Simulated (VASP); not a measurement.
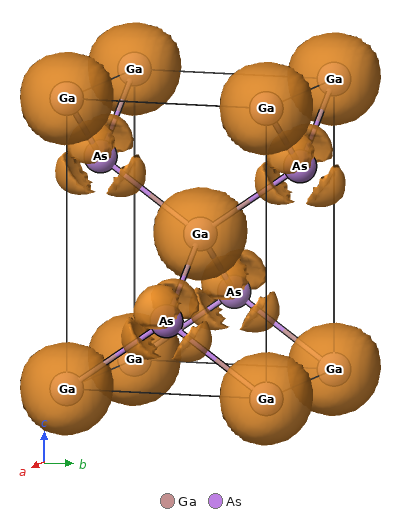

Figure. GaAs. Isosurface of the valence charge density (pseudo) at 0.6 e/Å³ (orange), seen slightly off an axis. Sticks mark near contacts.

Space group I-4m2; started from the zincblende prototype, which need not be the ambient phase; changed on purpose from its base cell (uniaxial z strain -1.5%).

These are results of DFT, r2SCAN, plane waves, PAW (VASP 6.6.1), not measurements.

Question: How is the density connected at this value?

Answer: At this value the density breaks into separate islands; it holds about 60 % of the electrons treated as valence. It bridges none of the near contacts. It is pinched off along the sampled Ga–As (2.44 Å) contacts. On the grid the lowest density along these lines, outside the cores, is 0.48 e/Å³ (Ga–As, 2.44 Å).
